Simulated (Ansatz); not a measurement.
System: SiNi₃, space group Pm-3m (No. 221).

The given structure:
```xyz
4
Lattice="3.5063 0.0000 0.0000 0.0000 3.5063 0.0000 0.0000 0.0000 3.5063" Properties=species:S:1:pos:R:3 pbc="T T T"
Si    0.0000    0.0000    0.0000
Ni    0.0000    1.7531    1.7531
Ni    1.7531    0.0000    1.7531
Ni    1.7531    1.7531    0.0000
```

Computed with Ansatz 0.2.0: all atoms of one element of a crystal moved along a line, all else fixed, by plane-wave density functional theory with PAW datasets, free energies less that of the undisturbed cell; scalar-relativistic. Level: PBE, no spin polarisation.

| setting | value |
| --- | --- |
| wave cutoff | 420 eV |
| k mesh | 14×14×14 |
| occupations | Gaussian |
| smearing width | 0.15 eV |
| k shift | (0, 0, 0) (mesh steps) |
| start | relaxed |
| moved element | Ni |
| direction | (0, 1, 0) (Cartesian unit vector) |

The points at displacement −0.375, −0.125, 0.25 and 0.5 follow from computed ones by symmetry.

Describe the result: the energy change against displacement. The displacement takes the values −0.5000, −0.3750, −0.2500, −0.1250, 0.0000, 0.0625, 0.1250, 0.1875, 0.2500, 0.3125, 0.3750, 0.4375, 0.5000 Å.

The energy rises on both sides of the starting structure, which is therefore a minimum along this path. The energy change is 0.8021 eV/cell at displacement −0.5000 Å and 0.8021 eV/cell at 0.5000 Å; the lowest computed point is at displacement 0.0000 Å (0.0000 eV/cell), in a single well. The harmonic force constant k (E = k x²/2 near the start) is 5.11 eV/Å².

```json
{"displacement (Å)": "-0.5000", "energy change (eV/cell)": "0.8021"}
{"displacement (Å)": "-0.3750", "energy change (eV/cell)": "0.4146"}
{"displacement (Å)": "-0.2500", "energy change (eV/cell)": "0.1712"}
{"displacement (Å)": "-0.1250", "energy change (eV/cell)": "0.0407"}
{"displacement (Å)": "0.0000", "energy change (eV/cell)": "0.0000"}
{"displacement (Å)": "0.0625", "energy change (eV/cell)": "0.0100"}
{"displacement (Å)": "0.1250", "energy change (eV/cell)": "0.0407"}
{"displacement (Å)": "0.1875", "energy change (eV/cell)": "0.0935"}
{"displacement (Å)": "0.2500", "energy change (eV/cell)": "0.1712"}
{"displacement (Å)": "0.3125", "energy change (eV/cell)": "0.2769"}
{"displacement (Å)": "0.3750", "energy change (eV/cell)": "0.4146"}
{"displacement (Å)": "0.4375", "energy change (eV/cell)": "0.5882"}
{"displacement (Å)": "0.5000", "energy change (eV/cell)": "0.8021"}
```

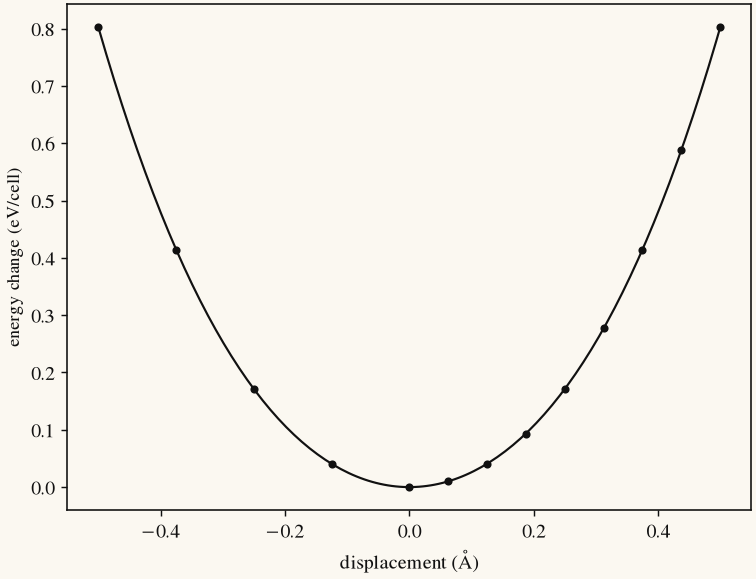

Keep in mind: no spin polarisation, a magnetic state may lie lower.
